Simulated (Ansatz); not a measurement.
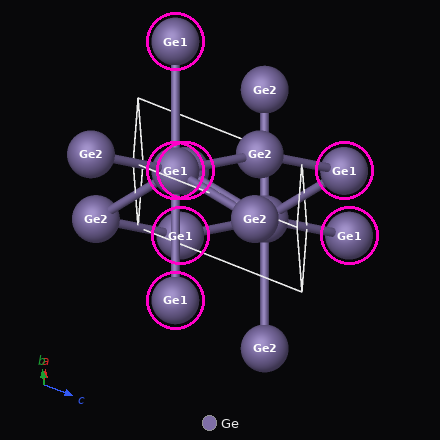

The system is Ge (Imma, No. 74; 2 atoms in the cell); the picture shows the reference structure. Atom Ge1 is moved over a plane while all other atoms and the cell stay fixed (its periodic images move with it) (x along [1 0 0], y along [0 1 0], z along [0 0 1] of the conventional cell). The first coordinate is: shift of Ge1 along the Cartesian direction [1 1 0]; the second: shift of Ge1 along z. The scan uses a 5 × 5 grid; 11 points were computed and 8 follow by symmetry. At 6 points there is no value. Points are written as (first, second). All energies are given in meV per cell relative to the lowest grid point. The reference cell is the one listed in the database, not relaxed at this level. Computed with DFT PBEsol, scalar-relativistic, plane waves, PAW in Ansatz. Settings: cutoff 420 eV, k-mesh 20×20×20, gaussian smearing 0.15 eV, no spin polarisation.

Its coordinates:

```yaml
crystal:
  lattice:
    - [-2.49590, 2.65086, 1.43695]
    - [2.49590, -2.65086, 1.43695]
    - [2.49590, 2.65086, -1.43695]
  atoms:
    - { symbol: Ge, position: [0.18594, 0.93594, 0.25000] }
    - { symbol: Ge, position: [0.81406, 0.06406, 0.75000] }
```

Range: shift of Ge1 along the Cartesian direction [1 1 0] from −0.30 to 0.30 Å; shift of Ge1 along z from −0.30 to 0.30 Å.

Question: What landscape does the calculation give?

Answer: The lowest grid point is at (0.00 Å, 0.00 Å). The highest grid point, (−0.30 Å, −0.30 Å), lies 181 meV above the lowest.

```
second ↓, first →  −0.30  −0.15  0.00  0.15  0.30
             0.30    146     46    16    46   146
             0.15    145      –     –     –   145
             0.00    146     35     0    35   146
            −0.15    156      –     –     –   156
            −0.30    181     52    10    52   181
```

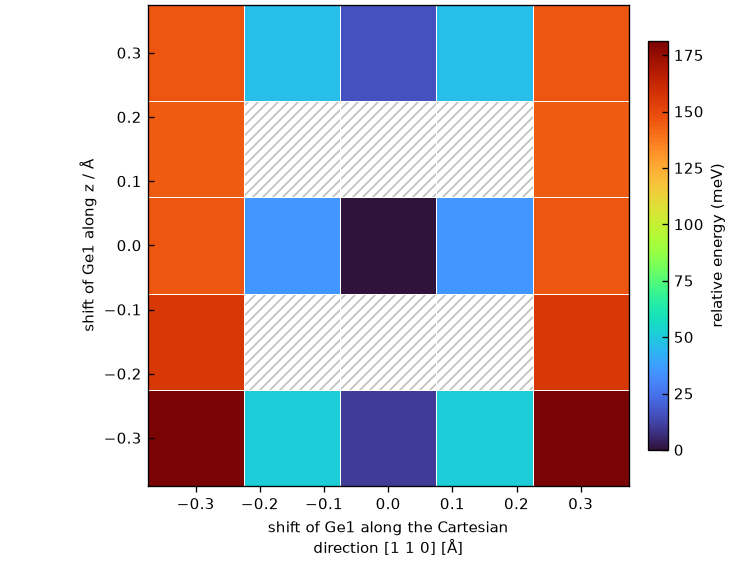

The picture shows one coloured cell a grid point, hatched blanks where no value was computed.
